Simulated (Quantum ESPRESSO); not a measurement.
**A series of single points on SnTe**

System: SnTe (2 atoms in the cell).
Method: Kohn-Sham DFT of a periodic cell, PBEsol, PseudoDojo 0.4.1 SR PBEsol standard, no spin polarisation (Quantum ESPRESSO 7.5).

The 7 runs differ only in the geometry, by an even scaling of the cell at fixed fractional positions. The structure derives from an entry of the Crystallography Open Database.

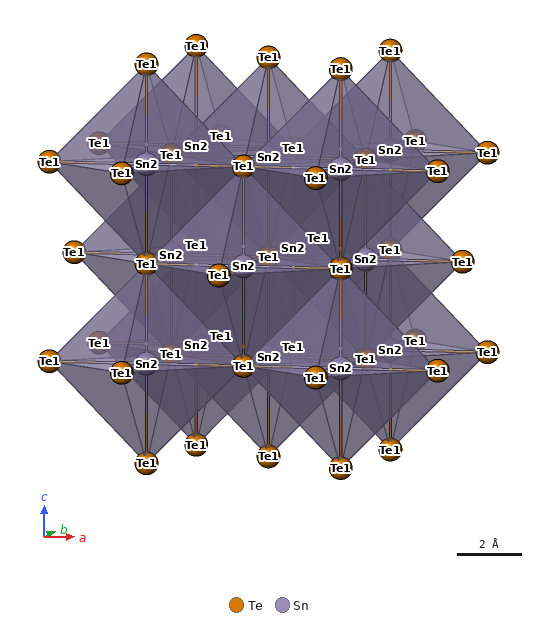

Figure 1. The structure of run 4 (polyhedral view of the cell 4 times as large as that of the calculation, set on its symmetry axes, seen at an oblique angle; polyhedra are completed across the faces of the cell; atoms are numbered from 1 in the order of the input).

**Input of run 4**
```
&CONTROL
  calculation = 'scf'
  prefix = 'pwscf'
  outdir = './tmp'
  pseudo_dir = './pseudo'
  tprnfor = .true.
  tstress = .true.
  disk_io = 'nowf'
/
&SYSTEM
  ibrav = 0
  nat = 2
  ntyp = 2
  ecutwfc = 80
  nbnd = 22
  occupations = 'smearing'
  smearing = 'fd'
  degauss = 0.00367493
/
&ELECTRONS
  conv_thr = 4d-10
  electron_maxstep = 120
  mixing_beta = 0.5
/
ATOMIC_SPECIES
Te   127.6000 Te.upf
Sn   118.7100 Sn.upf
CELL_PARAMETERS angstrom
   0.0000000000    3.1508500000    3.1508500000
   3.1508500000    0.0000000000    3.1508500000
   3.1508500000    3.1508500000    0.0000000000
ATOMIC_POSITIONS crystal
Te     0.5000000000    0.5000000000    0.5000000000
Sn     0.0000000000    0.0000000000    0.0000000000
K_POINTS automatic
7 7 7 0 0 0
```

Command:
```bash
OMP_NUM_THREADS=1 pw.x -in pw.in > pw.out
```

Lattice vectors (Å) and fractional positions of run 4:
```
   0.000000    3.150850    3.150850
   3.150850    0.000000    3.150850
   3.150850    3.150850    0.000000
Te  0.500000  0.500000  0.500000
Sn  0.000000  0.000000  0.000000
```

Run 2 differs from it as follows:
```diff
-   0.0000000000    3.1508500000    3.1508500000
-   3.1508500000    0.0000000000    3.1508500000
-   3.1508500000    3.1508500000    0.0000000000
+   0.0000000000    3.1082657258    3.1082657258
+   3.1082657258    0.0000000000    3.1082657258
+   3.1082657258    3.1082657258    0.0000000000
```

**Results, with one run withheld**

| run | volume per atom (Å³) | free energy per atom, from the lowest run given (meV) | pressure (GPa) | gap on the mesh (eV) |
| --- | --- | --- | --- | --- |
| 1 | 29.404 | 14.29 | 2.92 | 0.63 |
| 2 | 30.030 | ? | ? | ? |
| 3 | 30.656 | 0.62 | 0.63 | 0.68 |
| 4 | 31.281 | 0.00 | −0.33 | 0.67 |
| 5 | 31.907 | 2.93 | −1.19 | 0.66 |
| 6 | 32.532 | 9.06 | −1.96 | 0.66 |
| 7 | 33.158 | 18.05 | −2.66 | 0.66 |

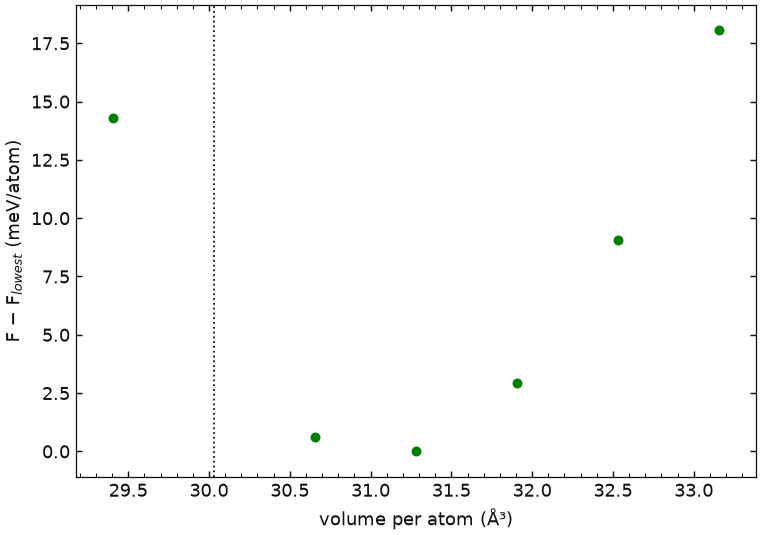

Figure 2. Free energy per atom of the runs given; the dotted line marks run 2.

Estimate the energy of run 2 from the others.

A cubic polynomial in V^(−2/3) (the Birch–Murnaghan form), fitted to the 6 runs given, misses them by under 0.01 meV per atom. With x = V^(−2/3) − 0.10037 Å⁻², it reads F = 0.44738 − 1620 x + 9.9564e+05 x² + 2.3823e+06 x³ (meV per atom). At run 2 it gives 5.23 meV per atom, and the run itself gives 5.23. The slope of the fit gives a pressure −dF/dV of 1.73 GPa there, and the run prints 1.71 GPa. The fit has its minimum at 31.071 Å³ per atom, where V d²F/dV² gives 47 GPa: the bulk modulus at this level, since symmetry fixes the shape and the positions. The gap on the mesh lies between 0.63 eV (run 1) and 0.68 eV (run 3); run 2 has 0.67 eV. These are gaps of this functional on this mesh, which can miss the band edges; they aren't the measured gap.

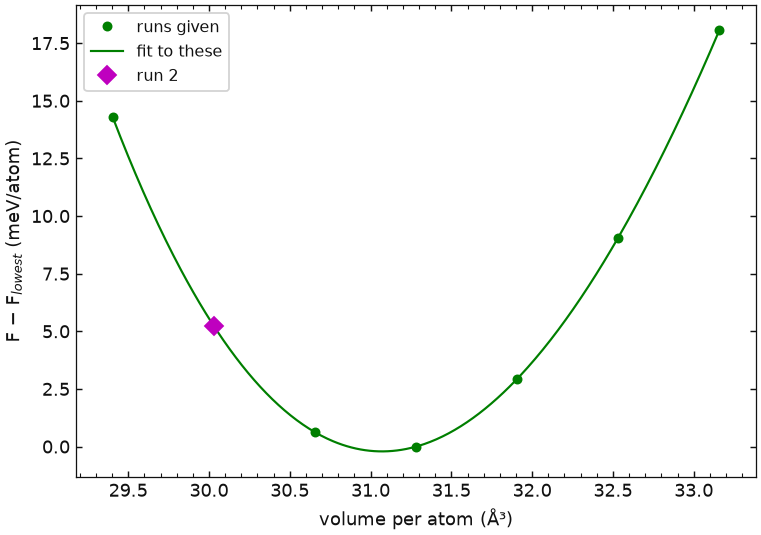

Figure 3. The fit and the withheld run.

**Some lines of the output (run 2)**
```
[...]
     unit-cell volume          =     405.3041 (a.u.)^3
     number of k points=    20  Fermi-Dirac smearing, width (Ry)=  0.0037
     total energy              =    -366.65864376 Ry
     total energy              =    -366.66073972 Ry
     total energy              =    -366.66084385 Ry
     total energy              =    -366.66084978 Ry
     total energy              =    -366.66085069 Ry
     total energy              =    -366.66085075 Ry
     total energy              =    -366.66085076 Ry
     the Fermi energy is    10.5020 ev
!    total energy              =    -366.66085076 Ry
     The total energy is F=E-TS. E is the sum of the following terms:
     Computing stress (Cartesian axis) and pressure
          total   stress  (Ry/bohr**3)                   (kbar)     P=       17.12
```
